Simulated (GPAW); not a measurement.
## ZnS (P6_3mc): how ε∞ follows the gap

The empty bands of ZnS (P6_3mc) are shifted up rigidly by Δ, and ε∞ along x is computed for each shift. x, y and z are the Cartesian axes of the input cell.

The structure is hexagonal, space group P6_3mc (No. 186). The conventional cell has a = 3.811 Å, b = 3.811 Å, c = 6.234 Å, α = 90.00°, β = 90.00°, γ = 120.00°. Zn on site b is surrounded by 4 S at 2.31 to 2.40 Å. S on site b is surrounded by 4 Zn at 2.31 to 2.40 Å.

Method: GPAW 26.7.0, LDA, RPA, k-mesh 9×9×5, local fields up to 50 eV, Lorentzian half width 0.15 eV.

Launch of the response step: `OMP_NUM_THREADS=1 python df.py`. The series took 7.5 min in all, its band step included, on 1 thread of Arm Neoverse V2, on a shared host.

| Δ (eV) | ε∞ along x |
| --- | --- |
| 0.00 | ? |
| 0.40 | 5.619 |
| 0.80 | 5.344 |
| 1.20 | 5.105 |
| 1.60 | 4.895 |
| 2.00 | 4.706 |

With one effective transition at E₀ and fixed dipole strength, ε∞ − 1 = A/(E₀ + Δ), so 1/(ε∞ − 1) is linear in Δ.

Working, on the rows shown:

| x = Δ (eV) | y = 1/(ε∞ − 1) |
| --- | --- |
| 0.4 | 0.216497 |
| 0.8 | 0.230203 |
| 1.2 | 0.243605 |
| 1.6 | 0.256739 |
| 2 | 0.269833 |

Means: x̄ = 1.2, ȳ = 0.24338. Σ(x − x̄)(y − ȳ) = 0.05328, Σ(x − x̄)² = 1.6. Slope = 0.05328 / 1.6 = 0.0333; intercept = ȳ − slope · x̄ = 0.20341. Turned back into ε∞ along x, the line misses the rows shown by at most 0.005.

Question: Fill in the last column of the withheld row.

Answer: At x = 0 the line gives y = 0.20341, that is 5.916. The run gave 5.938, so the extrapolation is off by 0.022, 1.8 % of the range in the table.

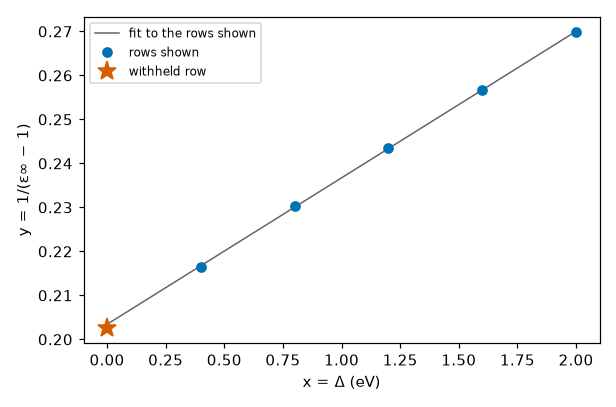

Refitted with all rows, the slope is 0.03362 and the intercept 0.20294. These give E₀ = intercept/slope = 6.0 eV, far above the least direct gap of 1.99 eV: most of the screening comes from transitions well over the edge. Over the first step ε∞ falls by 13 % per eV. The cell comes from an older database entry, whose edges can be off by a per cent or so. Excitons are left out; LDA gaps are as a rule too small. The values come from a sum over the points of one k-mesh and carry its error, which grows as the direct gap shrinks.
